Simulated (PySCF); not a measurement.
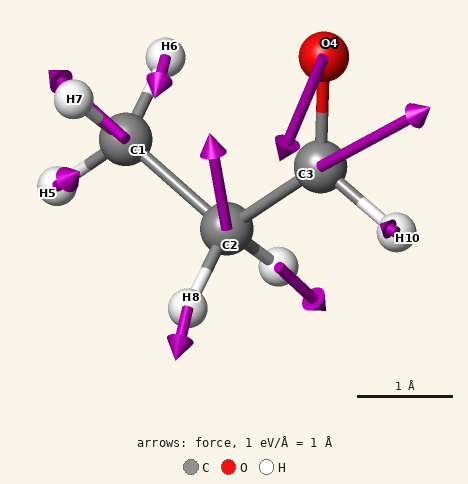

Starting geometry of C3H6O with the computed forces as purple arrows. A ball-and-stick model, seen from a free direction.

The start comes from GFN2-xTB. Its atoms were then displaced at random by about 0.01 Å.

The calculation used PBE0-D3(BJ)/def2-TZVP geometry optimisation, gas phase in PySCF. 

Question: What follows when this structure is relaxed?

Answer: It isn't relaxed: the largest force vector, on a C atom, is 1.68 eV/Å. The final displacements follow the starting forces only in part (cosine between the two patterns 0.66). The energy falls by 1.84 kcal/mol in 8 geometry steps. The atom that moves furthest after the best rigid fit is a C atom (0.034 Å). By element the largest moves are C 0.034 Å, H 0.031 Å, O 0.023 Å. Some distances before and after: C–H 1.071 → 1.098 Å, C–C 1.489 → 1.513 Å, C–O 1.215 → 1.200 Å, C–H 1.106 → 1.091 Å. Bond angles that change, for instance: C–C–O 128.5° → 124.9°, H–C–H 107.1° → 104.4°, O–C–H 117.7° → 120.4°.
